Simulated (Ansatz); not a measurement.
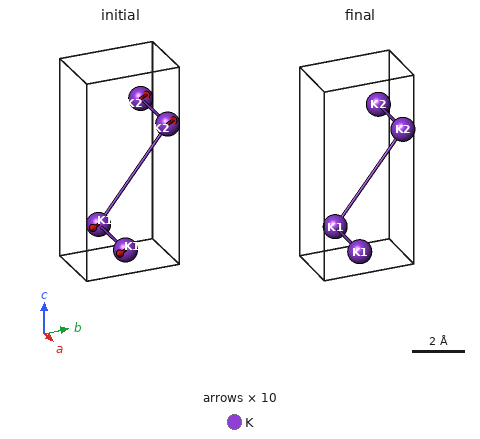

The structure of solid K (set up in Cmcm) before (left) and after (right) a relaxation, at one scale. The red arrows give the displacements (the part carried along by the change of the cell is left out), magnified 10 times.

The picture is a ball-and-stick view of the cell of the calculation, repeated 2 × 1 × 1 with one cell outlined, seen slightly off an axis.

Theory: Ansatz 0.2.0, DFT PBE+D3(BJ), scalar-relativistic, plane waves, PAW. Set-up: plane-wave cutoff 420 eV; k-point mesh 10 × 10 × 6; occupations gaussian; smearing width 0.1 eV; no spin polarisation; cell and atoms relaxed; force threshold 0.005 eV/Å; at most 80 steps.

Q: Describe what moved and what it gained.

A: Over 6 accepted moves (7 points after the start) the energy falls by 10.4 meV per atom. Largest force component: 0.0017 eV/Å at the start, 0.0014 eV/Å at the end. Pressure: −0.37 GPa at the start and −0.02 GPa at the end. The SCF was repeated once at an unchanged geometry on a basis and grid sized afresh for the cell, which shifted the energy by less than 0.05 meV per atom at most. The largest moves relative to the cell, 0.097 Å, are those of K1 and K2. K1 goes along [1 −1 0]. Cell: a = b 4.725 → 4.621 Å (−2.2 %), c 7.812 → 7.478 Å (−4.3 %), γ 117.9° → 119.7°. Volume −10.0 %. Near-neighbour distances that change, for instance: K1–K2 4.867 → 4.595 Å, K1–K2 (another image) 4.744 → 4.596 Å, K1–K1 4.725 → 4.621 Å. The space group stays Cmcm (No. 63). The run took 110 s on 1 thread of Arm Neoverse V2, on a shared host, peak memory 0.53 GiB.
